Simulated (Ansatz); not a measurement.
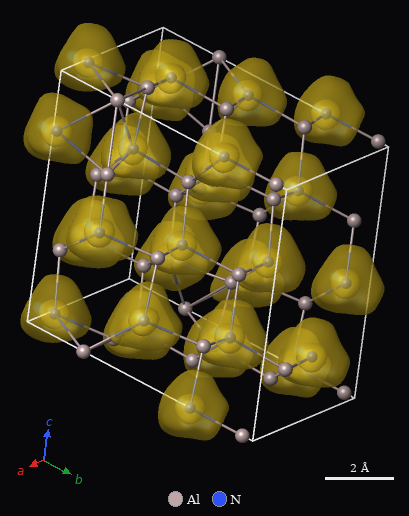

Figure. Al17N16 (cell with a defect). Isosurface of the electron localisation function at 0.7 (yellow), seen slightly off an axis. Core shells and regions of very low density are left out. Sticks mark near contacts.

Spin-polarised.

Theory: DFT PBE, scalar-relativistic, plane waves, PAW (Ansatz).

In a PAW calculation such maps are meaningful between the atoms, not at the nuclei.

```yaml
crystal:
  lattice:
    - [-4.40317, 4.40317, -4.40317]
    - [4.40317, 4.40317, 4.40317]
    - [4.40317, -4.40317, -4.40317]
  atoms:
    - { symbol: Al, position: [0.49366, 0.50502, 0.99940] }
    - { symbol: Al, position: [0.25532, 0.74335, 0.99940] }
    - { symbol: Al, position: [0.74415, 0.48777, 0.74382] }
    - { symbol: Al, position: [0.99974, 0.95431, 0.99940] }
    - { symbol: Al, position: [0.50582, 0.75551, 0.76106] }
    - { symbol: Al, position: [0.70462, 0.24944, 0.99941] }
    - { symbol: Al, position: [0.23807, 0.99384, 0.74381] }
    - { symbol: Al, position: [0.99974, 0.50502, 0.49332] }
    - { symbol: Al, position: [0.76141, 0.75551, 0.50548] }
    - { symbol: Al, position: [0.99974, 0.24943, 0.70428] }
    - { symbol: Al, position: [0.29486, 0.54455, 0.29452] }
    - { symbol: Al, position: [0.50582, 0.01110, 0.50548] }
    - { symbol: Al, position: [0.25532, 0.24943, 0.49332] }
    - { symbol: Al, position: [0.99974, 0.74336, 0.25499] }
    - { symbol: Al, position: [0.74415, 0.99385, 0.23774] }
    - { symbol: Al, position: [0.49366, 0.24943, 0.25498] }
    - { symbol: N, position: [0.24974, 0.74943, 0.74940] }
    - { symbol: N, position: [0.99974, 0.01618, 0.76615] }
    - { symbol: N, position: [0.52682, 0.77652, 0.52648] }
    - { symbol: N, position: [0.76648, 0.24943, 0.76615] }
    - { symbol: N, position: [0.24974, 0.99943, 0.49940] }
    - { symbol: N, position: [0.49974, 0.49943, 0.74940] }
    - { symbol: N, position: [0.99973, 0.24943, 0.47232] }
    - { symbol: N, position: [0.74973, 0.74943, 0.24940] }
    - { symbol: N, position: [0.49974, 0.99943, 0.24940] }
    - { symbol: N, position: [0.74973, 0.49943, 0.49940] }
    - { symbol: N, position: [0.99973, 0.72235, 0.99940] }
    - { symbol: N, position: [0.23299, 0.24943, 0.23265] }
    - { symbol: N, position: [0.99974, 0.48268, 0.23265] }
    - { symbol: N, position: [0.76648, 0.01618, 0.99940] }
    - { symbol: N, position: [0.47265, 0.24943, 0.99939] }
    - { symbol: N, position: [0.23299, 0.48268, 0.99940] }
    - { symbol: Al, position: [0.99973, 0.24943, 0.99940] }
```

Question: Where are the electrons localised?

Answer: The surface consists of 16 regions on N in which the atom's valence shell and bonds are merged, counted in one cell of 33 atoms. Regions shared between cells count once. Profiles from the grid: Al–N (1.77 Å): the ELF peaks at about 0.85 in the valence shell of N, 0.9 Å from its nucleus, and is about 0.85 at the midpoint. Al–Al (2.25 Å): the ELF is about 0.35 at the midpoint.
